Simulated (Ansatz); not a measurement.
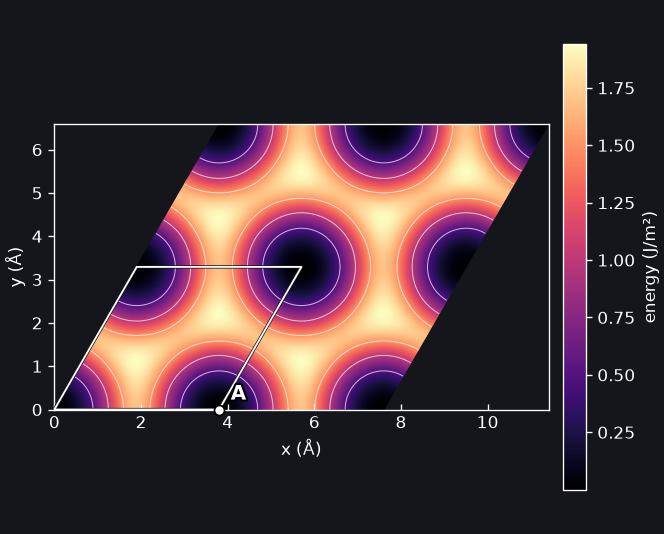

Si (P6_3/mmc, No. 194; 8 atoms in the cell). Gamma surface: rigid slide across a plane, one fault a cell; the plane is (0 0 1) of the conventional cell. Places are given modulo a cell vector. The map is drawn in real space over the plane of the slide. Nothing is relaxed (rigid halves, spacing across the cut fixed). The grid has 12 × 12 points; 19 points were computed and 125 follow by symmetry. All energies are given in J/m² relative to the lowest grid point. The band gap closes in part of the range. These are results of DFT LDA, scalar-relativistic, plane waves, PAW (Ansatz 0.2.0), not measurements. Settings: cutoff 420 eV, k-mesh 10×10×3 in the order of the run's cell vectors, gaussian smearing 0.03 eV, no spin polarisation.

The picture shows a smooth colour map with a few white contour lines, the outline of one cell of the 2 × 2 shown, the point A. Between grid points the surface is interpolated.

**What is the easiest way out of the well at A, and how high is the barrier?**

The easiest path leads from the well at (0/12, 0/12) of the cell vectors to its copy one period on. Its highest point lies about 1.7 J/m² above the bottom of the first well on the interpolated surface, at (0/12, 6/12) of the cell vectors. The start is the relaxed structure and all else is held, so a fully relaxed path at this level can only be lower.

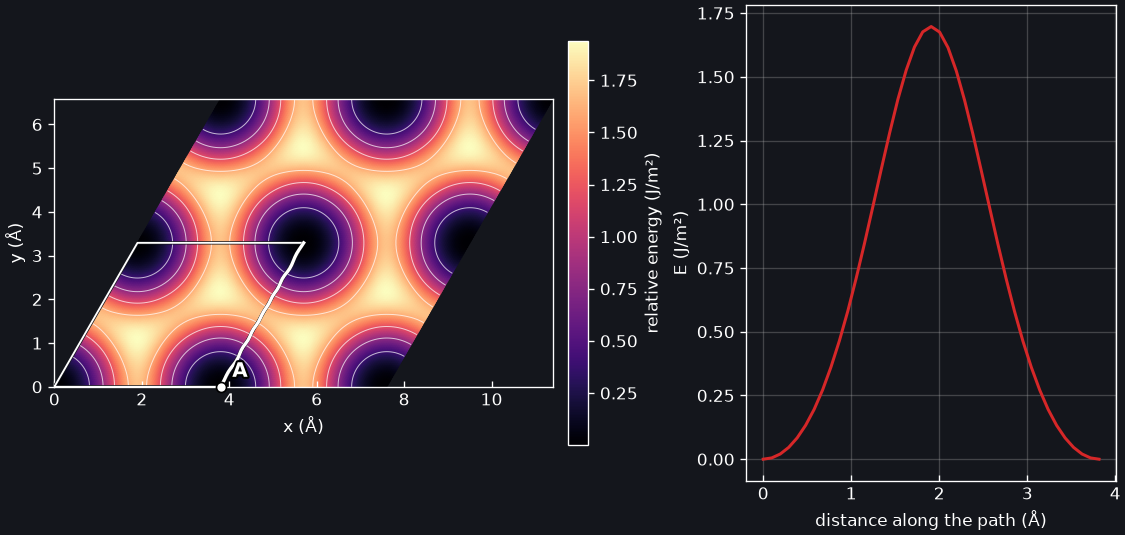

Drawn: a smooth colour map with a few white contour lines, a line along the lowest path, the outline of one cell of the 2 × 2 shown, the energy along the path at the right. Between grid points the surface is interpolated.

PAW datasets: the set soft_1.
